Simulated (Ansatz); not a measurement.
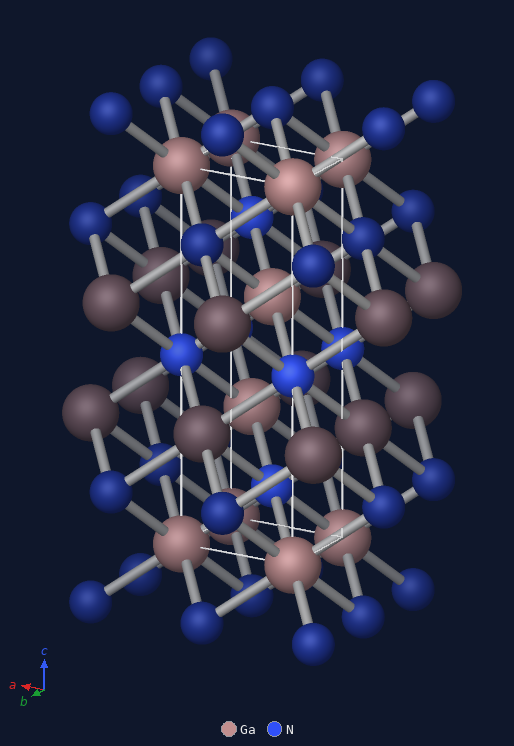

Figure: ball-and-stick view from a general direction. Atoms at the boundary of the conventional unit cell (the box) are drawn once for each face, edge or corner they touch. The bonded neighbours beyond the faces are included, in fainter colours.

GaN, space group R-3m (No. 166), a = 3.10 Å, b = 3.10 Å, c = 7.22 Å, α = 90.00°, β = 90.00°, γ = 120.00°.

All computed values are from DFT, r2SCAN, plane waves, PAW (Ansatz). Settings: wavefunction cutoff 500 eV, k-points about 0.25 Å⁻¹ apart, Fermi-Dirac smearing of 0.02 eV, no spin polarisation.

Question: Metal or not?

Answer: A semiconductor at this level, with a gap of 0.53 eV, indirect; the smallest direct gap is 2.06 eV.

Question: Give the pressure and its sign.

Answer: The computed pressure is -13.8 GPa (stretched: it would shrink).

The structure was taken from a structure type filled with these elements by a generator (whether the compound takes this form wasn't checked). The cell was then strained or its atoms displaced on purpose. It was run through Ansatz as a DFT input.

At this level of theory the run's own cell isn't at rest (stretched, at -14 GPa), so its distances can differ from those at equilibrium, the more so the softer the solid.
